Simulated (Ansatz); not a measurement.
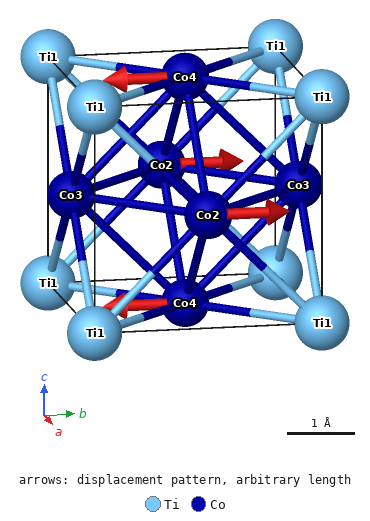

Lattice vibrations of solid TiCo3 at 0.98 times its rest volume, space group Pm-3m (No. 221), at the zone centre. The optical levels lie at 213 (×3), 236 (×3), 304 (×3) cm⁻¹. One mode is drawn. Displacements are drawn as red arrows; their common scale and sign are arbitrary. A ball-and-stick model of the cell of the calculation, seen slightly off an axis.

Method: DFT PBEsol, scalar-relativistic, plane waves, PAW in Ansatz. Settings: plane-wave cutoff 420 eV; k-point mesh 12 × 12 × 12; occupations gaussian; smearing width 0.2 eV; collinear spin.

The frequencies depend somewhat on the k-mesh and the smearing.

**To which level does it belong?**

The level at 236 cm⁻¹. This is the T₂u mode (triply degenerate; one member of the set is drawn), optical level 2 of 3, counted from below, silent by symmetry (neither infrared- nor Raman-active). The Ti atoms stay at rest; all motion is along b; atoms of one kind move against one another, with no net shift of their sublattice.
